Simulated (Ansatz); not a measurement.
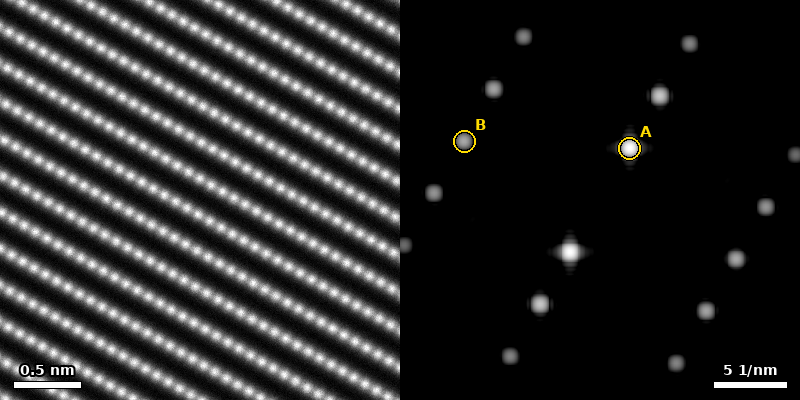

Integrated-DPC-like image of a crystal. Simulated as the projected potential of neutral atoms (B = 0.5 Å²) blurred by a 0.50 Å probe, the thin-sample limit of integrated differential phase contrast. Shot noise was added.

The right panel is the modulus of the image's Fourier transform on a logarithmic scale.

### Which lattice spacings do the marked spots stand for, and what angle do A and B enclose?

A: 2.4 Å, B: 1.0 Å; A and B enclose about 96°.

The crystal is Mo (R-3m, No. 166) along [101]; the spots are (-1 1 1) and (-1 -2 1). Model: the end point of a relaxation with DFT PBE, scalar-relativistic, plane waves, PAW (Ansatz); the starting structure was generated, so it need not be a known form of this composition.
